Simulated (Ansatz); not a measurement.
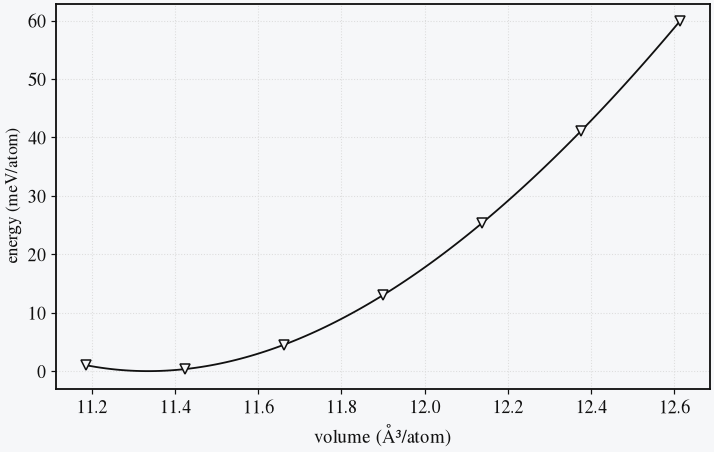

The plot gives the computed energy against volume for ZnO, space group P6_3mc (No. 186).

The given structure:
```yaml
crystal:
  lattice:
    - [3.24931, 0.00000, 0.00000]
    - [-1.62465, 2.81398, 0.00000]
    - [0.00000, 0.00000, 5.20571]
  atoms:
    - { symbol: Zn, position: [0.66667, 0.33333, 0.00000] }
    - { symbol: Zn, position: [0.33333, 0.66667, 0.50000] }
    - { symbol: O, position: [0.33333, 0.66667, 0.87901] }
    - { symbol: O, position: [0.66667, 0.33333, 0.37901] }
```

Calculation (Ansatz 0.2.0): all-electron LAPW DFT, no spin polarisation; energies at scaled volumes of the given cell, shape and fractions fixed, counted from the fit's minimum, third-order Birch-Murnaghan fit. Level: LDA.

| setting | value |
| --- | --- |
| k mesh | 9×9×5 |
| occupations | Fermi–Dirac |
| smearing width | 0.05 eV |
| potentials | all electron LAPW, scalar relativistic |
| program settings | basis error eV/atom 0.002 |

This calculation gives: equilibrium volume 11.34 Å³/atom and bulk modulus 162 GPa.

Now the level changes from LDA to PBEsol. How do these quantities change?

The equilibrium volume rises from 11.34 to 11.77 Å³/atom (+3.8 %) and the bulk modulus falls from 162 to 145 GPa (−10 %).

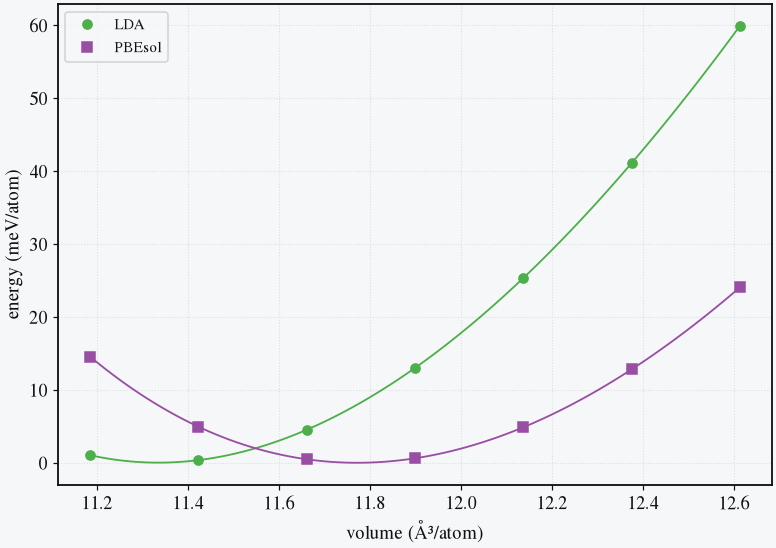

The two results together.

For both, limits of the calculation: shape and atomic fractions are frozen while scaling, which makes layered, chain and framework solids too stiff.

V0 and the bulk modulus come from third-order Birch–Murnaghan fits.
